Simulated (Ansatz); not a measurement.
Si: geometry relaxation (part 1 of 2)

- system: Si (P6₃/mmc, 4 atoms in the cell)
- method: DFT, r2SCAN, plane waves, PAW, no spin polarisation (Ansatz 0.2.0)

The structure was built on a prototype by a generator. The geometry comes from this level: PBE. Figures and captions count atoms from 1; the log counts them from 0 in places.

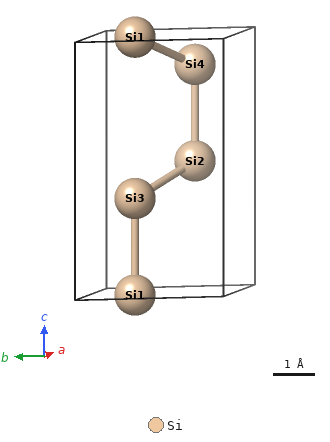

Figure 1. The input geometry (ball-and-stick view of the cell of the calculation, seen at an oblique angle; atoms are numbered from 1 in the order of the input). An atom can appear more than once, as a periodic image. Near neighbours in the periodic cell (some may lie outside the picture): Si has 4 Si at 2.36 to 2.38 Å.

**The input**
```yaml
crystal:
  lattice:
    - [3.8515735454, 0.0, 0.0]
    - [-1.9257867727, 3.3355605348, 0.0]
    - [0.0, 0.0, 6.3645780744]
  atoms:
    - { symbol: Si, position: [0.3333333333, 0.6666666667, 0.0004225455] }
    - { symbol: Si, position: [0.6666666667, 0.3333333333, 0.5004225455] }
    - { symbol: Si, position: [0.3333333333, 0.6666666667, 0.3745774545] }
    - { symbol: Si, position: [0.6666666667, 0.3333333333, 0.8745774545] }
kpoints:
  mp_grid: { grid: [12, 12, 4] }
hamiltonian:
  xc: r2scan
scf:
  occupations: { method: fermi_dirac, width: 0.02 }
relax:
  f_tol: 0.005
  cell: {}
output:
  write_density: true
  write_potential: true
  elf: true
  volumetric_format: npy
```

Command:
```bash
ansatz run input.yaml --threads 2 --pin off --max-ram 2211MiB --backend cpu --events-out ev --progress --plain --runs-dir out
```

**Log**
```
Engine: ansatz 0.2.0, x86_64-unknown-linux-gnu
Pseudopotentials: kind: paw
Pseudopotential: Si, paw, valence charge 4, recommended cutoff 500 eV (meta_gga), Si.paw.azcp
Functional definition: r2SCAN
  parameter k0 = 0.174
  parameter k1 = 0.065
  parameter a1 = 4.9479
  exchange = r2scan_x(k0 = k0, k1 = k1, a1 = a1)
  correlation = r2scan_c
Crystal: 4 atoms, lattice volume = 81.767 Å³
Basis set: ecut = 500 eV, 2045 PW (Γ), exchange–correlation on 120×120×192 points (64 copies of the dense FFT grid, shifted against one another)
Bands: 12, of which v1, the nominal top of the filled ones, is band 8 counted from 1 (7 counted from 0)
Symmetry: 24 space group operations
Space group: P63/mmc (ITA 194), of the structure as read, at distance tolerance 4.3e-5 Å
k-points: 57 of 576
Non-local potential: Si, projectors of the file, l = 0: 2, l = 1: 2, l = 2: 2
PAW form: soft (Blöchl's): semilocal exchange-correlation on the pseudo side does not see the compensation charge
PAW frozen core: Si, regenerated for the run's functional (the file was generated under x = pbe(κ = 0.804, μ = 0.2195149727645171), c = pbe(β = 0.06672455060314922))
PAW one-centre angular grid: Si, 302 points (default); XC on 160 Gauss nodes
Initial density: superposition of atomic densities (neutral atoms: chi_scale 0, normalization atom), corrected by the library's trained network
Initial wavefunctions: pseudopotential atomic-orbital guess
Functional: x = r2scan, c = r2scan; τ floored in thin density (d = 2e-4 eV/Å³)
SCF iter   1: F=—  HF=-2556.181709 eV  |F-HF|=—  |Δ(HF+E_count)|=         —  Δρ=3.50e-3  dr2=8.05e-3  dr2_τ=2.32e-2  ethr=1.77e-3  ⟨swp⟩=6.6  Hψ=5170  notcnv=0
preconditioner: auto → none  [insulator: Δε(μ)=0.599 eV  Ē_g=8.325 eV  σ=0.020 eV  W_gap=1.00  n_scr=10 (ndim 8)  ℏωp=16.4 eV  f_vac=0.000  D(μ)=0.00/eV (n_scr^D=0)  ε∞_Penn≈4.9]
SCF iter   2: F=—  HF=-2556.211312 eV  |F-HF|=—  |Δ(HF+E_count)|=   2.96e-2  Δρ=1.97e-3  dr2=2.24e-3  dr2_τ=1.05e-5  ethr=5.03e-5  ⟨swp⟩=2.0  Hψ=1822  notcnv=0
SCF iter   3: F=—  HF=-2556.211191 eV  |F-HF|=—  |Δ(HF+E_count)|=   1.21e-4  Δρ=1.78e-4  dr2=2.10e-5  dr2_τ=1.04e-6  ethr=1.40e-5  ⟨swp⟩=3.0  Hψ=1215  notcnv=0
SCF iter   4: F=—  HF=-2556.211200 eV  |F-HF|=—  |Δ(HF+E_count)|=   8.76e-6  Δρ=3.38e-5  dr2=3.19e-7  dr2_τ=1.02e-8  ethr=1.31e-7  ⟨swp⟩=2.1  Hψ=1116  notcnv=0
iter 5 did not close the SCF: its close was put off for the readings that it lacked (scf_convergence_deferred on its scf_iter line)
SCF iter   5: F=-2556.211201 eV  HF=-2556.211201 eV  |F-HF|=7.33e-8  |Δ(HF+E_count)|=   7.92e-7  Δρ=1.01e-5  dr2=2.97e-8  dr2_τ=8.14e-10  ethr=2.00e-9  ⟨swp⟩=2.0  Hψ=1140  notcnv=0
SCF iter   6: F=-2556.211201 eV  HF=-2556.211201 eV  |F-HF|=9.17e-10  |Δ(HF+E_count)|=   8.01e-8  Δρ=1.45e-6  dr2=9.58e-10  dr2_τ=1.63e-11  ethr=1.86e-10  ⟨swp⟩=5.9  Hψ=4008  notcnv=0
SCF 1 converged in 6 iterations: F = -2556.211201 eV  dr2 = 9.58e-10
  greatest PAW one-centre occupation: 0.642 electrons in one spin orbital (limit 2), on the Si atom at site 3 (counted from 0), in its partial waves of l = 0
relax step   1: F+E_penalty+E_count = -2556.21120063 eV  Δ(F+E_penalty+E_count) = +0.000e0 eV  max|allowed force component| = 3.797e-3 eV/Å  Δτ_max = 0.0000 Å  P = -1.291 GPa  Ω = 81.767 Å³  (6 SCF iters, dr2 threshold 1.00e-7 eV, accepted)
Crystal: 4 atoms, lattice volume = 80.835 Å³
Basis set: ecut = 500 eV, 2033 PW (Γ), exchange–correlation on 120×120×192 points (64 copies of the dense FFT grid, shifted against one another)
Initial density: handed on by an earlier stage of this run
Initial wavefunctions: those handed on with the density
iter 1 solved again at ethr=2.71e-6 eV; its pass at ethr=3.10e-3 eV (dr2=4.34e-4 eV) is discarded
SCF iter   1: F=—  HF=-2556.214899 eV  |F-HF|=—  |Δ(HF+E_count)|=         —  Δρ=6.08e-4  dr2=4.39e-4  dr2_τ=7.90e-5  ethr=2.71e-6  ⟨swp⟩=2.1  Hψ=5398  notcnv=0
preconditioner: auto → none  [insulator: Δε(μ)=0.614 eV  Ē_g=8.362 eV  σ=0.020 eV  W_gap=1.00  n_scr=10 (ndim 8)  ℏωp=16.5 eV  f_vac=0.000  D(μ)=0.00/eV (n_scr^D=0)  ε∞_Penn≈4.9]
SCF iter   2: F=—  HF=-2556.215699 eV  |F-HF|=—  |Δ(HF+E_count)|=   8.00e-4  Δρ=3.07e-4  dr2=9.91e-5  dr2_τ=3.08e-7  ethr=2.71e-6  ⟨swp⟩=2.5  Hψ=1256  notcnv=0
SCF iter   3: F=—  HF=-2556.215693 eV  |F-HF|=—  |Δ(HF+E_count)|=   5.88e-6  Δρ=3.85e-5  dr2=1.73e-6  dr2_τ=1.58e-8  ethr=6.20e-7  ⟨swp⟩=2.5  Hψ=1164  notcnv=0
SCF iter   4: F=-2556.215693 eV  HF=-2556.215693 eV  |F-HF|=1.93e-8  |Δ(HF+E_count)|=   2.12e-7  Δρ=7.56e-6  dr2=3.11e-8  dr2_τ=2.71e-10  ethr=2.50e-9  ⟨swp⟩=8.7  Hψ=4223  notcnv=0
SCF 2 converged in 4 iterations: F = -2556.215693 eV  dr2 = 3.11e-8
  greatest PAW one-centre occupation: 0.643 electrons in one spin orbital (limit 2), on the Si atom at site 3 (counted from 0), in its partial waves of l = 0
relax step   2: F+E_penalty+E_count = -2556.21569264 eV  Δ(F+E_penalty+E_count) = -4.492e-3 eV  max|allowed force component| = 1.258e-2 eV/Å  Δτ_max = 0.0016 Å  P = -0.226 GPa  Ω = 80.835 Å³  energy of the carried Pulay correction = +4.511e-5 eV  (4 SCF iters, dr2 threshold 4.00e-7 eV, accepted)
Crystal: 4 atoms, lattice volume = 80.629 Å³
iter 1 solved again at ethr=2.08e-7 eV; its pass at ethr=3.10e-3 eV (dr2=3.33e-5 eV) is discarded
SCF iter   1: F=—  HF=-2556.215799 eV  |F-HF|=—  |Δ(HF+E_count)|=         —  Δρ=1.79e-4  dr2=3.60e-5  dr2_τ=4.37e-6  ethr=2.08e-7  ⟨swp⟩=2.0  Hψ=5250  notcnv=0
preconditioner: auto → none  [insulator: Δε(μ)=0.605 eV  Ē_g=8.369 eV  σ=0.020 eV  W_gap=1.00  n_scr=10 (ndim 8)  ℏωp=16.5 eV  f_vac=0.000  D(μ)=0.00/eV (n_scr^D=0)  ε∞_Penn≈4.9]
SCF iter   2: F=—  HF=-2556.215841 eV  |F-HF|=—  |Δ(HF+E_count)|=   4.20e-5  Δρ=8.61e-5  dr2=6.89e-6  dr2_τ=2.14e-8  ethr=2.08e-7  ⟨swp⟩=2.5  Hψ=1130  notcnv=0
SCF iter   3: F=-2556.215841 eV  HF=-2556.215841 eV  |F-HF|=8.91e-9  |Δ(HF+E_count)|=   2.64e-7  Δρ=1.01e-5  dr2=7.15e-8  dr2_τ=8.15e-10  ethr=1.30e-9  ⟨swp⟩=7.0  Hψ=4618  notcnv=0
SCF 3 converged in 3 iterations: F = -2556.215841 eV  dr2 = 7.15e-8
relax step   3: F+E_penalty+E_count = -2556.21584093 eV  Δ(F+E_penalty+E_count) = -1.483e-4 eV  max|allowed force component| = 5.828e-3 eV/Å  Δτ_max = 0.0012 Å  P = +0.027 GPa  Ω = 80.629 Å³  energy of the carried Pulay correction = +5.514e-5 eV  (3 SCF iters, dr2 threshold 2.08e-7 eV, accepted)
Crystal: 4 atoms, lattice volume = 80.646 Å³
iter 1 solved again at ethr=2.43e-8 eV; its pass at ethr=3.10e-3 eV (dr2=3.89e-6 eV) is discarded
SCF iter   1: F=—  HF=-2556.215863 eV  |F-HF|=—  |Δ(HF+E_count)|=         —  Δρ=6.28e-5  dr2=4.84e-6  dr2_τ=1.22e-7  ethr=2.43e-8  ⟨swp⟩=2.0  Hψ=5217  notcnv=0
preconditioner: auto → none  [insulator: Δε(μ)=0.608 eV  Ē_g=8.367 eV  σ=0.020 eV  W_gap=1.00  n_scr=10 (ndim 8)  ℏωp=16.5 eV  f_vac=0.000  D(μ)=0.00/eV (n_scr^D=0)  ε∞_Penn≈4.9]
SCF iter   2: F=—  HF=-2556.215863 eV  |F-HF|=—  |Δ(HF+E_count)|=   7.81e-8  Δρ=2.28e-5  dr2=4.62e-7  dr2_τ=1.15e-9  ethr=2.43e-8  ⟨swp⟩=2.4  Hψ=1071  notcnv=0
SCF iter   3: F=-2556.215863 eV  HF=-2556.215863 eV  |F-HF|=8.52e-9  |Δ(HF+E_count)|=  6.18e-10  Δρ=4.98e-6  dr2=1.11e-8  dr2_τ=5.81e-11  ethr=1.81e-10  ⟨swp⟩=6.5  Hψ=4387  notcnv=0
SCF 4 converged in 3 iterations: F = -2556.215863 eV  dr2 = 1.11e-8
relax step   4: F+E_penalty+E_count = -2556.21586345 eV  Δ(F+E_penalty+E_count) = -2.252e-5 eV  max|allowed force component| = 1.031e-4 eV/Å  Δτ_max = 0.0005 Å  P = +0.003 GPa  Ω = 80.646 Å³  energy of the carried Pulay correction = +5.431e-5 eV  (3 SCF iters, dr2 threshold 2.90e-8 eV, accepted)
Initial wavefunctions: pseudopotential atomic-orbital guess (no wavefunctions were taken with the density)
iter 1 solved again at ethr=4.69e-8 eV; its pass at ethr=3.10e-3 eV (dr2=7.50e-6 eV) is discarded
SCF iter   1: F=—  HF=-2556.215806 eV  |F-HF|=—  |Δ(HF+E_count)|=         —  Δρ=7.33e-6  dr2=1.33e-8  dr2_τ=4.54e-9  ethr=4.69e-8  ⟨swp⟩=3.0  Hψ=7224  notcnv=0
SCF iter   2: F=—  HF=-2556.215806 eV  |F-HF|=—  |Δ(HF+E_count)|=   4.68e-9  Δρ=3.79e-6  dr2=3.43e-9  dr2_τ=1.71e-10  ethr=8.29e-11  ⟨swp⟩=2.0  Hψ=1139  notcnv=0
SCF iter   3: F=-2556.215806 eV  HF=-2556.215806 eV  |F-HF|=2.59e-11  |Δ(HF+E_count)|=   1.36e-8  Δρ=2.25e-7  dr2=3.85e-11  dr2_τ=1.08e-12  ethr=1.00e-12  ⟨swp⟩=5.1  Hψ=3795  notcnv=0
SCF 5 converged in 3 iterations: F = -2556.215806 eV  dr2 = 3.85e-11
relax step   5: F+E_penalty+E_count = -2556.21580578 eV  Δ(F+E_penalty+E_count) = +5.767e-5 eV  max|allowed force component| = 1.226e-4 eV/Å  Δτ_max = 0.0000 Å  P = +0.003 GPa  Ω = 80.646 Å³  stress off target by 6.43e-3 GPa  SCF on the basis re-selected at this cell (its energy is not comparable with the rows above)  (3 SCF iters)
```

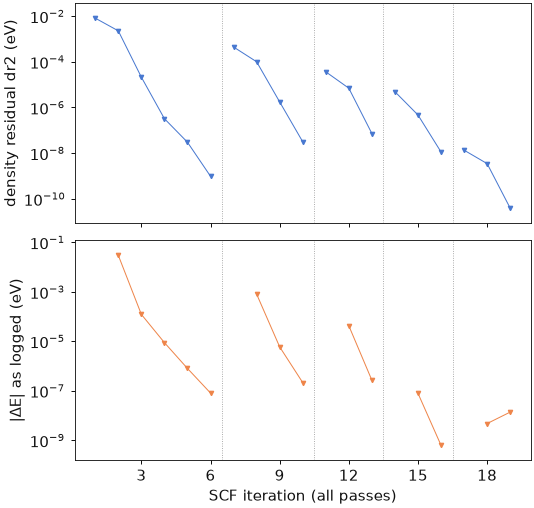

Figure 2. Convergence of the self-consistent field: density residual dr2 and size of the energy change against the SCF iteration. The dotted lines part the SCF passes of the relaxation: geometry steps, rejected trials and re-solves on a re-selected basis. The 5 passes take 3 to 6 iterations each, 19 in all.

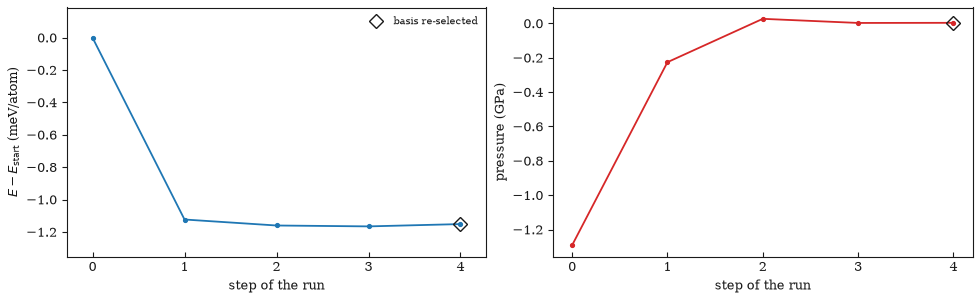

Figure 3. Progress of the relaxation, step by step (the first geometry is step 0 here and step 1 in the log).

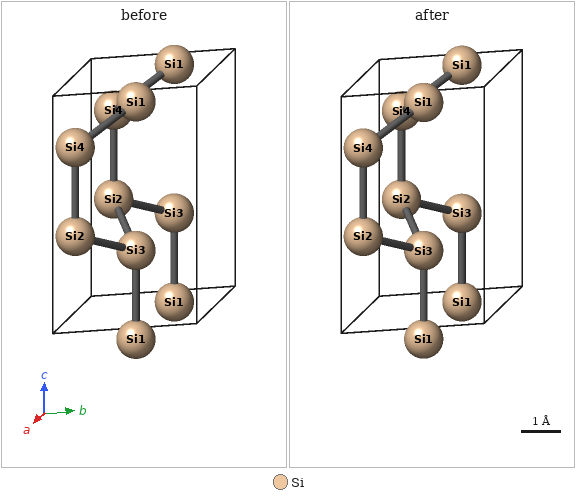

Figure 4. Before (left) and after (right) the relaxation, at one scale (ball-and-stick view of the cell of the calculation, repeated 2 × 1 × 1, seen slightly off an axis). The energy falls by 1.2 meV per atom in 3 geometry steps. The largest force component goes from 0.0038 to 0.00012 eV/Å. The pressure goes from −1.29 to 0.00 GPa. No atom moves by more than 0.005 Å relative to the cell. Cell: a = b 3.852 → 3.832 Å (−0.5 %), c 6.365 → 6.341 Å (−0.4 %). Volume −1.4 %. Among the contacts that change: Si1–Si4 2.364 → 2.353 Å, Si1–Si3 2.381 → 2.371 Å. The space group stays P6_3/mmc (No. 194). A last SCF at the same geometry on a re-selected plane-wave basis shifts the energy by +0.0 meV per atom. (Atoms are counted from 1 in the order of the input.)

```
basis re-selected at this cell: Δ(F+E_penalty+E_count) = +5.767e-5 eV, ΔP = +0.001 GPa vs the last step (what re-selecting the basis moved, of the pressure what is left beyond the Pulay correction that the steps carried, after the strain that the cell walked since its last selection, with what the two solves' SCF thresholds leave and, on support functions, any second-order correction that the steps lacked; it is no measure of the basis error at this ecutwfc). This SCF's stress stands 6.43e-3 GPa from its target on what of the cell is left free (relax.cell.stress_tol is 5.00e-2 GPa) and its largest allowed force component is 1.23e-4 eV/Å (relax.f_tol is 5.00e-3 eV/Å): within both
SCF converged after 3 iterations
Free energy (F): -2556.215806 eV
Harris-Foulkes:  -2556.215806 eV  (|F-HF|=2.59e-11)
Internal energy: -2556.215806 eV  (E = F + TS)
E sigma→0 (E₀):  -2556.215806 eV
Fermi energy:    6.650519 eV
--- Per-component energies (eV) ---
  E_band       = 12.907389
  E_kinetic    = 161.651405
  E_local      = -108.624219  (includes V_loc(G=0)·N_el)
  E_nonlocal   = 99.958919
  E_hartree    = 30.541705
  E_xc         = -206.019189
  E_vxc        = -198.976017  (∫ρ·V_xc dr)
  E_paw        = -2078.027135  (= ΣΔE_a)
  E_vpaw       = -9.973217  (= ΣTr[D̂ρ^β])
  E_aug_tail   = 0.000017  (compensation charges beyond the density's cutoff)
  E_vtau       = 7.787045  (kinetic-family band-sum trace: ∫τ·v_τ [+ j·A + Jᵃ·Aᵃ] dr)
  E_ewald      = -455.391576
  E_core_change = -0.305732  (= ΣΔE_core)
  E_smearing   = -0.000000  (= −TS)
  E_closure    = 0.000000  (closes the sum)
  Σ components = -2556.215806   (vs F -2556.215806, Δ=0.00e0)
```
